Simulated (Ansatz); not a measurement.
# Ni: starts and ends of a spin-polarised SCF, part 2 of 2

Wanted: the lowest electronic state of Ni in this cell. One SCF may end in a higher state, so several starts are tried. Ni is taken in the measured crystal structure (space group Fm-3m, primitive cell doubled), 2 atoms in the cell. Source: COD entry 9012977, which need not be the ambient phase.

Ansatz 0.2.0; DFT r2SCAN, PAW, plane waves, scalar-relativistic.

**8. A moment on one site alone, plain SCF**

File input.yaml:

```yaml
crystal:
  lattice:
    - [0.0, 3.5338, 3.5338]
    - [1.7669, 0.0, 1.7669]
    - [1.7669, 1.7669, 0.0]
  atoms:
    - { symbol: Ni, position: [0.0, 0.0, 0.0], spin: 2.0 }
    - { symbol: Ni, position: [0.5, 0.0, 0.0] }
magnetization:
  spin_polarized: true
hamiltonian:
  xc: r2scan
  pseudopotentials: { kind: paw }
basis:
  ecutwfc: 500
kpoints:
  mp_grid: { grid: [6, 12, 12] }
scf:
  occupations: { method: fermi_dirac, width: 0.1 }
  lower_state_search: "off"
output:
  forces: true
  stress: true
```

Output, cut to the lines that bear on the results:

```text
[... 14 lines as in an earlier run ...]
Magnetic group: BNS 166.97 (UNI 1327), of the structure as read, at distance tolerance 2.8e-5 Å
[... 6 lines as in an earlier run ...]
Starting moments: Σ|m| = 2 μB on 1 of 2 sites
[... 2 lines as in an earlier run ...]
SCF iter   1: F=-11685.898743 eV  HF=-11690.221675 eV  |F-HF|=4.32e0  |Δ(HF+E_count)|=         —  Δρ=1.06e-1 (↑1.06e-1 ↓5.34e-2)  dr2=5.01e0  dr2_τ=2.17e-2  dr2_m=2.39e-1  M=1.537 μB ∫|m|=1.689 μB  β_m=0.30  ethr=3.10e-3  ⟨swp⟩=5.4  Hψ=17613  notcnv=0
[...]
spin-set hold released at iteration 6 (the charge has settled, or the pull on large starting moments outlasts its swing): the magnetisation degrees of freedom join the quasi-Newton model from the next iteration; the mixer history was flushed
[...]
SCF iter  22: F=-11690.595991 eV  HF=-11690.595991 eV  |F-HF|=6.61e-8  |Δ(HF+E_count)|=   5.73e-7  Δρ=9.11e-6 (↑5.60e-6 ↓9.11e-6)  dr2=6.76e-9  dr2_τ=1.31e-10  dr2_m=1.17e-9  M=1.492 μB ∫|m|=1.851 μB  ethr=9.71e-11  ⟨swp⟩=5.0  Hψ=18665  notcnv=0
[...]
[... 1 line as in an earlier run ...]
SCF converged after 22 iterations
Magnetization: 1.4921 μB (18.7460 up, 17.2540 down)
Absolute magnetization: 1.8535 μB (∫|ρ↑−ρ↓|, with the PAW one-centre terms)
Spin contamination: 0.0455 ħ² per cell (⟨S²⟩ above its minimum at these occupations)
Per-site moments (μB) at R_I (Å): [(0.8170529485230849, 1.0307442516347713), (0.8170372495921879, 1.0307442516347713)]
Free energy (F): -11690.595991 eV
[...]
E sigma→0 (E₀):  -11690.556755 eV
Entropy (-TS):   -0.078472 eV (-39.236 meV/atom)
Fermi energy:    17.791970 eV
[... 26 lines left out: energy terms, forces, stress ...]
```

It took 14 s on 2 threads of an Arm CPU, shared host; peak memory 0.45 GiB.

Nothing new: the 22 iterations lead to the state found in step 2 (ferromagnetic).

**9. Parallel moments, Broyden mixing, no switch to direct minimisation**

input.yaml, as its differences from that of step 8:

```diff
@@ -7,3 +7,3 @@
     - { symbol: Ni, position: [0.0, 0.0, 0.0], spin: 2.0 }
-    - { symbol: Ni, position: [0.5, 0.0, 0.0] }
+    - { symbol: Ni, position: [0.5, 0.0, 0.0], spin: 2.0 }
 magnetization:
@@ -20,2 +20,4 @@
   lower_state_search: "off"
+  algorithm: density_mixing
+  mixing: { algorithm: broyden, beta: 0.3 }
 output:
```

Output, cut to the lines that bear on the results:

```text
[... 21 lines as in an earlier run ...]
Starting moments: Σ|m| = 4 μB on 2 of 2 sites
[... 3 lines as in an earlier run ...]
SCF iter   1: F=-11690.378766 eV  HF=-11689.774432 eV  |F-HF|=6.04e-1  |Δ(HF+E_count)|=         —  Δρ=1.09e-1 (↑8.87e-2 ↓1.09e-1)  dr2=5.40e-2  dr2_τ=3.30e-2  dr2_m=1.95e0  M=2.102 μB ∫|m|=2.370 μB  β_m=0.63  ethr=1.51e-4  ⟨swp⟩=1.7  Hψ=25462  notcnv=0
[...]
[... 1 line as in an earlier run ...]
[...]
SCF iter  15: F=-11690.595991 eV  HF=-11690.595991 eV  |F-HF|=1.25e-9  |Δ(HF+E_count)|=   4.49e-7  Δρ=1.28e-6 (↑7.23e-7 ↓1.28e-6)  dr2=1.32e-10  dr2_τ=2.58e-12  dr2_m=1.59e-10  M=1.492 μB ∫|m|=1.851 μB  ethr=3.70e-12  ⟨swp⟩=4.2  Hψ=16120  notcnv=0
[...]
[... 1 line as in an earlier run ...]
SCF converged after 15 iterations
Magnetization: 1.4921 μB (18.7460 up, 17.2540 down)
Absolute magnetization: 1.8534 μB (∫|ρ↑−ρ↓|, with the PAW one-centre terms)
Spin contamination: 0.0455 ħ² per cell (⟨S²⟩ above its minimum at these occupations)
Per-site moments (μB) at R_I (Å): [(0.8170393461612852, 1.0307442516347713), (0.8170393461612852, 1.0307442516347713)]
Free energy (F): -11690.595991 eV
[...]
E sigma→0 (E₀):  -11690.556756 eV
Entropy (-TS):   -0.078471 eV (-39.235 meV/atom)
Fermi energy:    17.791951 eV
[... 26 lines left out: energy terms, forces, stress ...]
```

Run time: 11 s. Hardware: 2 threads of an Arm CPU, shared host; peak memory 0.44 GiB.

This is the state of step 2 again (ferromagnetic), after 15 iterations.

**10. All ends together**

```csv
step,iterations,state,moments of Ni1 Ni2 (μB),total (μB),gap (eV),pressure (GPa),above lowest (meV/atom)
2,15,1,0.82 0.82,1.49,none,-9.1,0.0
3,16,2,0.50 -0.50,0.00,none,-10.1,89.8
4,8,3,0.00 0.00,0.00,none,-11.6,104
5,11,1,0.82 0.82,1.49,none,-9.1,0.0
6,23,1,0.82 0.82,1.49,none,-9.1,0.0
7,18,1,0.82 0.82,1.49,none,-9.1,0.0
8,22,1,0.82 0.82,1.49,none,-9.1,0.0
9,15,1,0.82 0.82,1.49,none,-9.1,0.0
```

States are numbered from the lowest. Starts by step: 2 parallel moments, plain SCF; 3 opposed moments +-, plain SCF; 4 no spin polarisation; 5 spin on, no moments given (the program may seed its own), plain SCF; 6 parallel moments scaled by 0.03, plain SCF; 7 moments ++ scaled by 0.65, plain SCF; 8 a moment on one site alone, plain SCF; 9 parallel moments, Broyden mixing, no switch to direct minimisation.

The 8 runs of this session took 84 s in all, from 3.3 s to 16 s each.

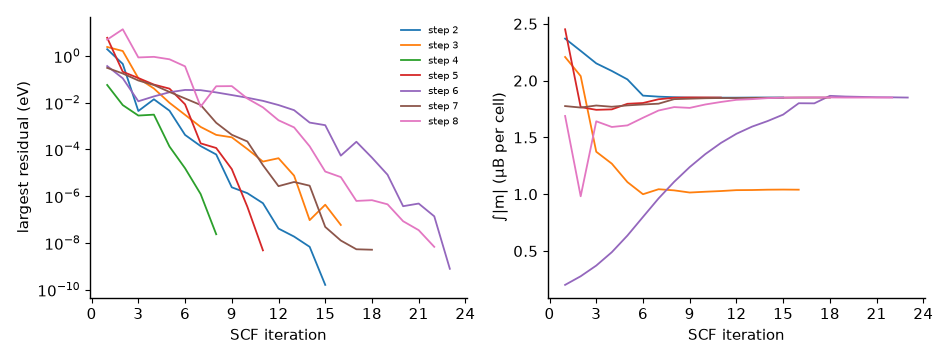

Residual and absolute moment along the iterations (7 of the 8 runs).

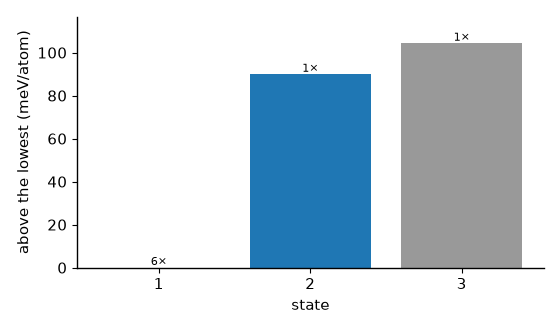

Energy of each distinct state, with the number of starts that reached it (red ferromagnetic, blue opposed moments, grey non-magnetic, green other).

**11. Summary of results**

This closing draws on all 2 parts.

| quantity | value |
| --- | --- |
| distinct states | 3 from 8 converged runs |
| lowest state from plain starts | ferromagnetic |
| its moments | Ni1 0.82, Ni2 0.82 μB |
| total moment | 1.49 μB per cell |
| gap on the k-mesh | none |
| pressure | -9.1 GPa |
| largest force | 0.000 eV/Å |
| next state | antiferromagnetic, 89.8 meV/atom higher |
| highest state | non-magnetic (no spin polarisation), 104 meV/atom higher |

8 runs converged, to 3 different states. Switching spin polarisation off costs 104 meV/atom in free energy, smearing entropy included. The best antiferromagnetic state lies 89.8 meV/atom above the best ferromagnetic one. These are lowest states among those tried, not proven ground states.
